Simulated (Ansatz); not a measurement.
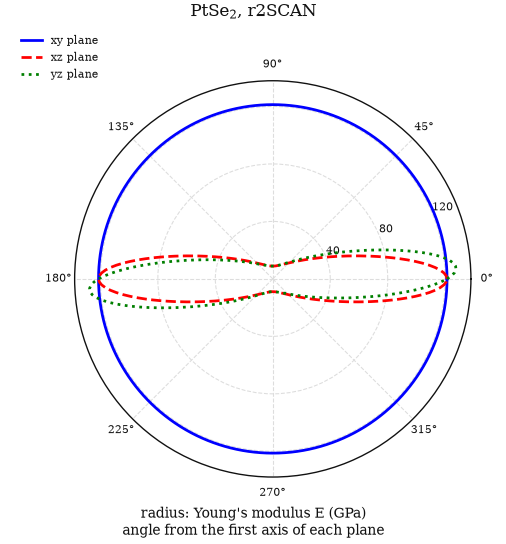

The plot gives the computed Young's modulus as a function of direction in the xy, xz and yz planes for PtSe₂, space group P-3m1 (No. 164).

The given structure:
```
CELL_PARAMETERS angstrom
3.71660 0.00000 0.00000
-1.85830 3.21867 0.00000
0.00000 0.00000 5.82973
ATOMIC_POSITIONS crystal
Pt 0.00000 0.00000 0.00000
Se 0.33333 0.66667 0.22497
Se 0.66667 0.33333 0.77503
```

Computed with Ansatz 0.2.0: plane-wave density functional theory, PAW datasets, Gaussian smearing 0.05 eV: elastic constants from the stress of strained cells with relaxed atoms, Voigt order in the Cartesian frame of the cell vectors, engineering shear strains. Level: r2SCAN, no spin polarisation.

PAW set soft_2; wave cutoff 500 eV; k mesh 8×8×4; symmetry use detected.

### Between which limits does E lie over all directions?

Over all directions E runs from 8.9 to 127.7 GPa, a ratio of 14, a strong anisotropy.

### What is E along the Cartesian axes and along their diagonal?

E is 121.3 GPa along x, 121.3 GPa along y and 8.9 GPa along z, and 20.2 GPa along the body diagonal x + y + z.
